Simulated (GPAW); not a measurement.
# Si K ELNES/XANES of SiC (Moissanite, P6_3mc) from DFT, part 4 of 4

How does the Si K edge of SiC (Moissanite, P6_3mc) move when the bonds are compressed or stretched?

GPAW 26.7.0; X-ray absorption from dipole matrix elements to empty bands, plane-wave PAW LDA.

So far. Step 8 (Spectrum with FCH, Si atom 1): The scaled spectrum changes by 7 % r.m.s. The highest intensity below 16 eV goes from 4.1 eV (2.10) to 4.2 eV (2.07). Step 10 (Spectrum with FCH, Si atom 1): Against the first run the r.m.s. difference is 7 %. The highest intensity below 16 eV goes from 4.1 eV (2.10) to 4.0 eV (2.13).

### Step 12. Spectrum with FCH, Si atom 1

Shorter bonds are expected to push antibonding states and scattering resonances up, and longer ones down; the cell is scaled to test that.

Changed against the first core-hole run: volume scale from 1 to 1.06.

File xas.py:

```python
import numpy as np
from ase import Atoms
from ase.parallel import parprint, paropen
from gpaw import GPAW, PW, FermiDirac, Mixer, MixerDif, setup_paths
from gpaw.test import gen
setup_paths.insert(0, '.')
gen('Si', name='fch1s', xcname='LDA', corehole=(1, 0, 1), write_xml=True)
from gpaw.mpi import world
world.barrier()

atoms = Atoms('Si8C8',
    cell=[[-3.13632904, 0, -5.14700553],
     [3.13632904, 0, -5.14700553],
     [3.13632904, -5.43228125, 0]],
    scaled_positions=[[0.41666667, 0.08333333, 0.83333333],
     [0.41666667, 0.08333333, 0.33333333],
     [0.91666667, 0.58333333, 0.83333333],
     [0.91666667, 0.58333333, 0.33333333],
     [0.83333333, 0.16666667, 0.66666667],
     [0.83333333, 0.16666667, 0.16666667],
     [0.33333333, 0.66666667, 0.66666667],
     [0.33333333, 0.66666667, 0.16666667],
     [0.22416667, 0.89083333, 0.83333333],
     [0.22416667, 0.89083333, 0.33333333],
     [0.72416667, 0.39083333, 0.83333333],
     [0.72416667, 0.39083333, 0.33333333],
     [0.64083333, 0.97416667, 0.66666667],
     [0.64083333, 0.97416667, 0.16666667],
     [0.14083333, 0.47416667, 0.66666667],
     [0.14083333, 0.47416667, 0.16666667]],
    pbc=True)
atoms.calc = calc = GPAW(legacy_gpaw=True, mode=PW(430, force_complex_dtype=True), xc='LDA', setups={0: 'fch1s'},
    kpts={'size': (4, 4, 4), 'gamma': True}, occupations=FermiDirac(0.02),
    charge=0, mixer=Mixer(0.1, 5, 50), maxiter=150,
    convergence={'density': 0.0001, 'eigenstates': 1e-6}, txt='scf.txt')
energy = atoms.get_potential_energy() + calc.get_reference_energy()
ef = calc.get_fermi_level()
out = dict(energy=energy, fermi=ef, forces=atoms.get_forces().tolist())
parprint(f'all-electron energy {energy:.4f} eV, Fermi level {ef:.4f} eV')
ev = np.array([[calc.get_eigenvalues(k, s) for k in range(len(calc.get_ibz_k_points()))] for s in range(calc.get_number_of_spins())])
out['homo'], out['lumo'], out['counts'] = ev[ev < ef].max(), ev[ev > ef].min(), sorted(set((ev < ef).sum((0, 2)).tolist()))
out['filled'] = (ev[:, 0] < ef).sum(1).tolist()

from ase.units import Ha
from gpaw.xas import dipole_matrix_elements
nb = int(calc.get_number_of_electrons() / 2) + 107
top, nb = nb, nb + 8 + nb // 12
nscf = calc.fixed_density(kpts={'size': (5, 5, 5), 'gamma': True}, nbands=nb,
    convergence={'bands': top, 'eigenstates': 5e-3}, maxiter=60, txt='nscf.txt')
cell = atoms.cell.array
ops = [cell.T @ U.T @ np.linalg.inv(cell.T) for U in nscf.wfs.kd.symmetry.op_scc]
filled = [32]  # bands filled in the ground state, by spin
E = np.arange(-6, 34, 0.1)
fwhm = np.interp(E, [4, 25], [0.9, 3.5])
Y, X, zero, highest = 0, 0, 1e9, 1e9
for spin in range(nscf.get_number_of_spins()):
    wfs = nscf.wfs
    mine = wfs.bd.get_slice()  # this rank's bands
    A = dipole_matrix_elements(wfs.setups[0])
    eps = np.zeros((wfs.kd.nibzkpts, nb))
    d = np.zeros((3, A.shape[1], wfs.kd.nibzkpts, nb), complex)
    for kpt in wfs.kpt_u:
        if kpt.s == spin and 0 in kpt.P_ani:
            eps[kpt.k, mine] = kpt.eps_n * Ha
            d[:, :, kpt.k, mine] = (kpt.weight * wfs.nspins / 2) ** 0.5 * np.inner(A, kpt.P_ani[0])
    world.sum(eps)
    world.sum(d)
    T = np.einsum('amkn,bmkn->abkn', d, d.conj()).real
    T = sum(np.einsum('ai,ijkn,bj->abkn', R, T, R) for R in ops) / len(ops)
    empty = np.ones_like(eps, bool) & (np.arange(nb) >= filled[spin])
    zero, highest = min(zero, eps[empty].min()), min(highest, eps[:, top - 1].min())
    lines = [(eps, T, empty)] if spin == 0 else lines + [(eps, T, empty)]
for eps, T, empty in lines:
    f = np.einsum('aakn->akn', T).reshape(3, -1)
    x = eps.ravel() - zero
    w = np.interp(x, E, fwhm) / 2.35482
    g = np.exp(-0.5 * ((E[:, None] - x) / w) ** 2) / (w * (2 * np.pi) ** 0.5)
    Y = Y + (f * empty.ravel()) @ g.T
    X = X + (f * ~empty.ravel()) @ g.T
out.update(E=E.round(2).tolist(), xas=Y.tolist(), xes=X.tolist(), zero=zero, valid=highest - zero, nk=len(eps), nb=nb)
for i in range(0, len(E), 10):
    parprint(f'{E[i]:7.2f}', *(f'{v:10.3e}' for v in Y[:, i]))
import json
with paropen('out.json', 'w') as f:
    json.dump(out, f)
```

Launch:

```console
OMP_NUM_THREADS=1 mpirun -n 4 gpaw python xas.py
```

Numbers of over 12 decimals in the logs are rounded to 6 here.

What it wrote:

```text
Input parameters:
  convergence: {density: 0.0001,
                eigenstates: 1e-06}
  kpts: {gamma: True,
         size: (4, 4, 4)}
  maxiter: 150
  mixer: {backend: pulay,
          beta: 0.1,
          method: separate,
          nmaxold: 5,
          weight: 50}
  mode: {ecut: 430.0,
         force_complex_dtype: True,
         name: pw}
  occupations: {fixmagmom: False,
                name: fermi-dirac,
[...]
*p    :     0.468798
*d    :     0.000000
--------------------------------

Diagonalizing with gridspacing h=0.050

state   all-electron     PAW
-------------------------------
3s:      -0.832237    -0.832487
3p:      -0.531202    -0.531501
*d:                   -0.147046
*f:                   -0.019078
-------------------------------
all-electron energy -69315.8469 eV, Fermi level 8.2606 eV
[...]
32.00  2.802e-06  2.768e-06  2.278e-06
  33.00  2.128e-06  2.076e-06  1.962e-06
[key lines of the parts left out:]
Converged after 15 iterations.
Dipole moment: (-9.655439, -0.189397, -10.535630) |e|*Ang
Free energy:   -149.312650
Fermi level: 8.26060
```

Run time: 3.3 min. Hardware: 4 MPI ranks of Arm Neoverse V1, shared host; peak memory 0.55 GiB; 13 min of CPU time.

| E (eV) | first run | this run |
| --- | --- | --- |
| -2.0 | 0.00 | 0.00 |
| -1.0 | 0.00 | 0.00 |
| 0.0 | 0.15 | 0.15 |
| 1.0 | 1.12 | 1.22 |
| 2.0 | 1.47 | 1.56 |
| 3.0 | 1.32 | 1.47 |
| 4.0 | 2.08 | 2.15 |
| 5.0 | 1.46 | 1.41 |
| 6.0 | 1.06 | 0.99 |
| 7.0 | 0.94 | 0.94 |
| 8.0 | 0.89 | 0.91 |
| 9.0 | 0.84 | 0.77 |
| 10.0 | 0.73 | 0.65 |
| 11.0 | 0.61 | 0.54 |
| 12.0 | 0.51 | 0.53 |
| 13.0 | 0.54 | 0.59 |
| 14.0 | 0.57 | 0.67 |
| 15.0 | 0.68 | 0.90 |
| 16.0 | 1.00 | 1.26 |
| 17.0 | 1.33 | 1.32 |
| 18.0 | 1.32 | 1.02 |
| 19.0 | 1.00 | 0.70 |
| 20.0 | 0.71 | 0.54 |
| 21.0 | 0.57 | 0.49 |
| 22.0 | 0.53 | 0.48 |
| 23.0 | 0.52 | 0.49 |
| 24.0 | 0.53 | 0.52 |
| 25.0 | 0.55 | 0.55 |
| 26.0 | 0.57 | 0.56 |

Against the first run the r.m.s. difference is 13 %. The highest intensity below 16 eV goes from 4.1 eV (2.10) to 3.9 eV (2.16).

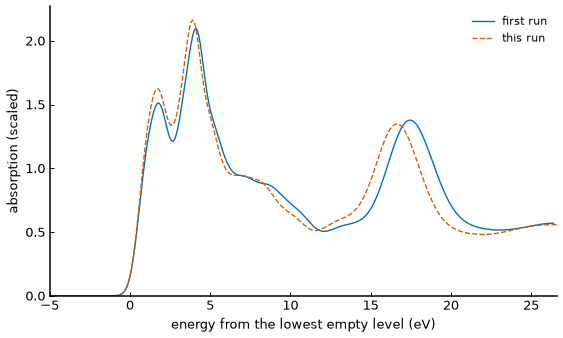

The effect of the change (volume scale from 1 to 1.06).

The photon energy of the zero moves by +0.03 eV.

### Step 13. The volumes side by side

| volume | nearest distance (Å) | shift of the zero (eV) | maximum 1 (eV above own zero) | maximum 2 (eV above own zero) | maximum 3 (eV above own zero) |
| --- | --- | --- | --- | --- | --- |
| 0.94 | 1.830 | -0.04 | 1.8 | 4.3 | 18.4 |
| 0.97 | 1.850 | -0.02 | 1.8 | 4.2 | 17.9 |
| 1 | 1.868 | +0.00 | 1.8 | 4.1 | 17.5 |
| 1.03 | 1.887 | +0.02 | 1.7 | 4.0 | 17.0 |
| 1.06 | 1.905 | +0.03 | 1.7 | 3.9 | 16.6 |

The curves, each shifted by its zero's change so that they share one photon-energy axis, counted from the zero at V × 1:

| E (eV) | V × 0.94 | V × 0.97 | V × 1 | V × 1.03 | V × 1.06 |
| --- | --- | --- | --- | --- | --- |
| -2.0 | 0.00 | 0.00 | 0.00 | 0.00 | 0.00 |
| -1.0 | 0.00 | 0.00 | 0.00 | 0.00 | 0.00 |
| 0.0 | 0.19 | 0.17 | 0.15 | 0.14 | 0.14 |
| 1.0 | 1.07 | 1.10 | 1.12 | 1.16 | 1.19 |
| 2.0 | 1.38 | 1.42 | 1.47 | 1.52 | 1.57 |
| 3.0 | 1.22 | 1.27 | 1.32 | 1.39 | 1.46 |
| 4.0 | 1.95 | 2.02 | 2.08 | 2.13 | 2.15 |
| 5.0 | 1.56 | 1.50 | 1.46 | 1.44 | 1.42 |
| 6.0 | 1.15 | 1.11 | 1.06 | 1.02 | 1.00 |
| 7.0 | 0.98 | 0.95 | 0.94 | 0.94 | 0.94 |
| 8.0 | 0.90 | 0.89 | 0.89 | 0.90 | 0.91 |
| 9.0 | 0.86 | 0.86 | 0.84 | 0.82 | 0.78 |
| 10.0 | 0.81 | 0.77 | 0.73 | 0.69 | 0.65 |
| 11.0 | 0.70 | 0.65 | 0.61 | 0.57 | 0.54 |
| 12.0 | 0.55 | 0.52 | 0.51 | 0.51 | 0.53 |
| 13.0 | 0.51 | 0.52 | 0.54 | 0.56 | 0.59 |
| 14.0 | 0.53 | 0.55 | 0.57 | 0.61 | 0.67 |
| 15.0 | 0.56 | 0.61 | 0.68 | 0.78 | 0.89 |
| 16.0 | 0.73 | 0.86 | 1.00 | 1.14 | 1.25 |
| 17.0 | 1.10 | 1.24 | 1.33 | 1.36 | 1.32 |
| 18.0 | 1.39 | 1.39 | 1.32 | 1.18 | 1.02 |
| 19.0 | 1.34 | 1.18 | 1.00 | 0.84 | 0.71 |
| 20.0 | 1.03 | 0.85 | 0.71 | 0.61 | 0.55 |
| 21.0 | 0.76 | 0.65 | 0.57 | 0.53 | 0.49 |
| 22.0 | 0.63 | 0.57 | 0.53 | 0.50 | 0.48 |
| 23.0 | 0.58 | 0.54 | 0.52 | 0.50 | 0.49 |
| 24.0 | 0.56 | 0.54 | 0.53 | 0.52 | 0.52 |
| 25.0 | 0.57 | 0.56 | 0.55 | 0.54 | 0.54 |

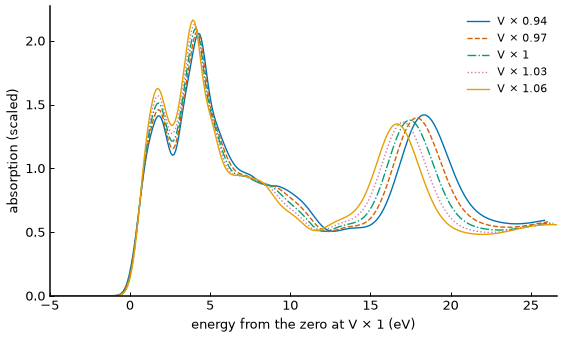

The edge at each volume, on one photon-energy scale.

### Step 14. Results

```json
{
  "absorber and edge": "Si K, atom 1 of the ground-state input (counted from 1)",
  "surroundings": "3 C at 1.87 Å and 1 C at 1.94 Å (distorted tetrahedral, site symmetry 3m)",
  "highest intensity below 16 eV": "4.1 eV above the zero, height 2.10",
  "photon energy of the zero, with the added terms": "1830.5 eV (raw 1845.4 eV; LDA puts this hole about 8 eV below PBE, itself good to a few eV)"
}
```

From V × 0.94 to V × 1.06 the nearest distance grows by 0.075 Å and the zero moves by +0.07 eV. Above their own zero, the maxima move from 1.8 to 1.7 eV, from 4.3 to 3.9 eV and from 18.4 to 16.6 eV. The one highest in energy moves most, in the direction that the rule ΔE·R² ≈ constant for scattering resonances gives. The Si K edge of atom 1, with 3 C at 1.87 Å and 1 C at 1.94 Å (distorted tetrahedral, site symmetry 3m), has its highest intensity of the first 16 eV at 4.1 eV above the zero, near 1835 eV in photon energy (LDA puts this hole about 8 eV below PBE, itself good to a few eV), 2.1 times the mean level of the first 20 eV (Gaussian full width 0.9 eV up to 4 eV, rising linearly to 3.5 eV at 25 eV). At the Si K edge of atom 1 polarisation matters most near 2.1 eV, where the curves differ by 1.3 on this scale. The holes are only 5.9 Å apart, so the shape is probably not converged with cell size; no larger cell was run here. The mesh is coarse (0.27 Å⁻¹ between points), so small maxima may be mesh ripples. The structure is a published determination, not relaxed.

[Banner, clock and machine lines of the logs are left out without a mark of their own.]

[Logs are printed without paths, hosts, clocks, repeated set-up lines and the standing remarks that a program may print on its own settings, such as how far it seeks lower states.]

[Hosts, paths, dates, database ids (printed as entryN), source tags and the programs' standing remarks are cut or masked in the printed files.]

[Lists of maxima count a maximum above −3 eV only where it reaches 4 % of the highest in the window and stands out from its surroundings by 2 % of it (1.5 % where it reaches 55 %); shoulders and weaker maxima are passed over, and of the rest the first, up to two pre-edge ones and the few strongest are named.]
